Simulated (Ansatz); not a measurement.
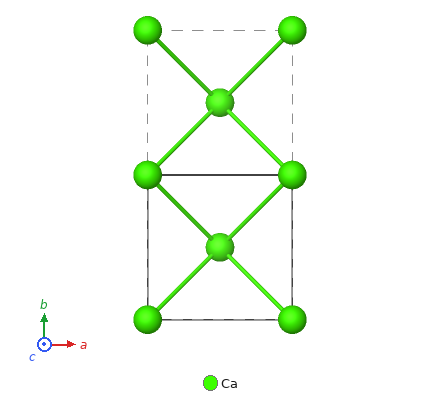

Ca (Im-3m, No. 229): a calculation's starting geometry; the starting structure was generated, so it need not be a known form of this composition.

```yaml
crystal:
  lattice:
    - [4.46348, 0.00000, 0.00000]
    - [0.00000, 4.46348, 0.00000]
    - [0.00000, 0.00000, 4.46348]
  atoms:
    - { symbol: Ca, position: [0.00000, 0.00000, 0.00000] }
    - { symbol: Ca, position: [0.50000, 0.50000, 0.50000] }
```

Question: What will a HAADF-like image along [001] show? Simulation: incoherent imaging, intensity Z^1.7 per atom, probe width 1.30 Å, thin sample. The probe carries 25 % of its weight in a tail 2.5 times as wide. Shot noise and the speckle of an amorphous layer were added.

Answer: The columns repeat on a square net with a repeat of 3.16 Å (plane group p4mm). All columns are alike (Ca). The shortest distance between visible columns is 3.16 Å in projection. Along the beam the structure repeats every 4.46 Å.

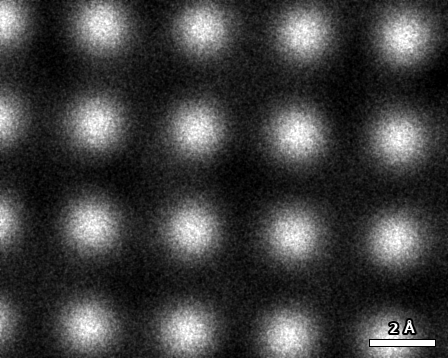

The simulated image.
